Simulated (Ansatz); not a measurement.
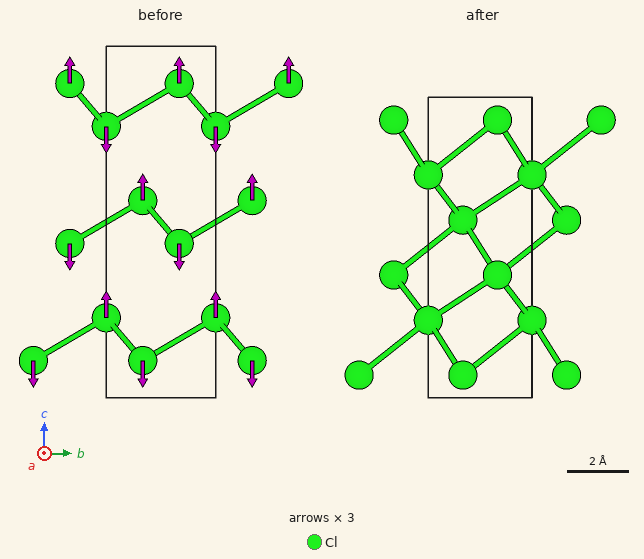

The structure of a crystal of Cl (built on the grey arsenic (A7)_166 type) before (left) and after (right) a relaxation, at one scale. The purple arrows give the displacements (the part carried along by the change of the cell is left out), 3 times their true length.

Style: ball-and-stick. Shown: the conventional cell (3 times the calculation's cell), along the a axis. Lengths and directions refer to the drawn axes.

Case: grey arsenic (A7) type (R-3m, No. 166).

Method: DFT PBE, scalar-relativistic, plane waves, PAW in Ansatz 0.2.0.

The input:
```yaml
crystal:
  lattice:
    - [2.099687661, 1.2122552363, 3.8936190293]
    - [-2.099687661, 1.2122552363, 3.8936190293]
    - [0.0, -2.4245104726, 3.8936190293]
  atoms:
    - { symbol: Cl, position: [0.22754, 0.22754, 0.22754] }
    - { symbol: Cl, position: [0.77246, 0.77246, 0.77246] }
basis:
  ecutwfc: 420
kpoints:
  mp_grid: { grid: [18, 18, 18] }
hamiltonian:
  xc: pbe
scf:
  occupations: { method: gaussian, width: 0.1 }
output:
  forces: true
  stress: true
  eigenvalues: true
relax:
  adjacent_minimum: "off"
  f_tol: 0.01
  max_steps: 80
  cell: { stress_tol: 0.05 }
```

What changed between the two?

The run was cut off at its time limit before the relaxation converged, so the last structure is only a point on the way. Over 3 geometry steps the energy falls by 162 meV per atom. The largest force component goes from 0.26 to 0.6 eV/Å. Pressure: −1.89 GPa at the start and 1.41 GPa at the end. The largest moves relative to the cell, 0.30 Å, are those of Cl1 and Cl2. Cl1 goes along +c. The drawn cell changes as follows: a = b 4.199 → 3.982 Å (−5.2 %), c 11.681 → 9.983 Å (−14.5 %); the volume changes by −23.2 %. Among the contacts that change: Cl1–Cl2 3.462 → 2.747 Å, Cl1–Cl2 (another image) 2.811 → 2.934 Å. The space group stays R-3m (No. 166).
